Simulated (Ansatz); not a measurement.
System: Rh (space group P6_3/mmc).

Computed with Ansatz 0.2.0: third-order Birch-Murnaghan fit to density functional energies at scaled volumes of the given relaxed cell, shape and atoms relaxed at each volume; energies count from the fitted minimum; plane waves with PAW datasets, Γ-centred k mesh. All runs: no spin polarisation.

| setting | value |
| --- | --- |
| occupations | Gaussian |
| smearing width | 0.1 eV |

Settings that differ: r2SCAN: wave cutoff 500 eV, k mesh 18×18×10; PBEsol: wave cutoff 420 eV, k mesh 18×18×6.

Describe the result: the energy above the minimum against volume, with one curve for each functional. The cases: r2SCAN; PBEsol.

The fitted equilibrium volumes, smallest first, are PBEsol 13.52, r2SCAN 13.76 Å³/atom. The fitted bulk moduli, smallest first, are r2SCAN 280, PBEsol 295 GPa.

r2SCAN:
```tsv
volume (Å³/atom)	energy above the minimum (meV/atom)
12.112	223.6
12.525	117.3
12.938	48.6
13.351	11.3
13.764	0.0
14.177	10.4
14.590	38.8
15.141	99.3
```

PBEsol:
```tsv
volume (Å³/atom)	energy above the minimum (meV/atom)
12.713	50.5
13.119	11.8
13.525	0.0
13.931	10.7
14.336	40.0
```

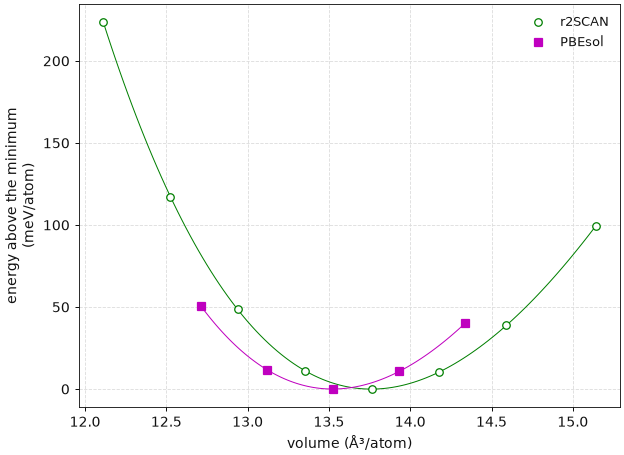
